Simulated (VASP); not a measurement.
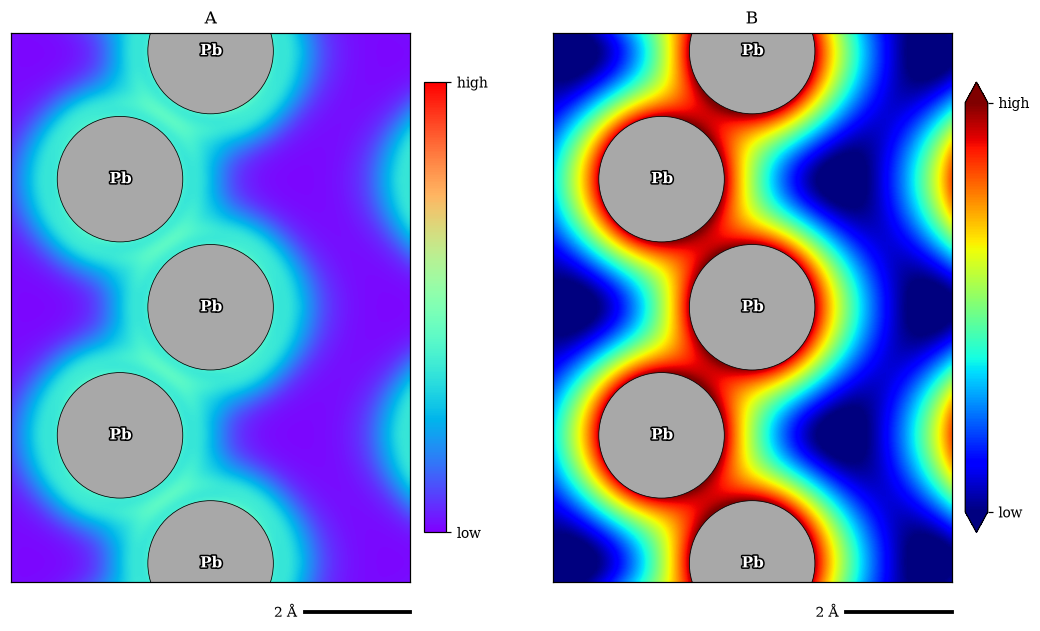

Pb: 2 fields on the (101) plane of the conventional cell, with unlabelled colour scales. Grey discs cover the atomic cores.

Space group Fd-3m; a structure from a database of computed crystals, not necessarily the ambient phase; computed pressure about 2 GPa in this cell.

Theory: Kohn-Sham DFT of a periodic cell, PBE, VASP PAW PBE potentials, recommended (VASP).

Which field does each panel show? The fields are: electron localisation function and valence pseudo-density.

Panel A: electron localisation function. Panel B: valence pseudo-density. From the grid: Pb–Pb (2.98 Å): the density is about 0.29 e/Å³ at the midpoint; the ELF is about 0.45 at the midpoint.
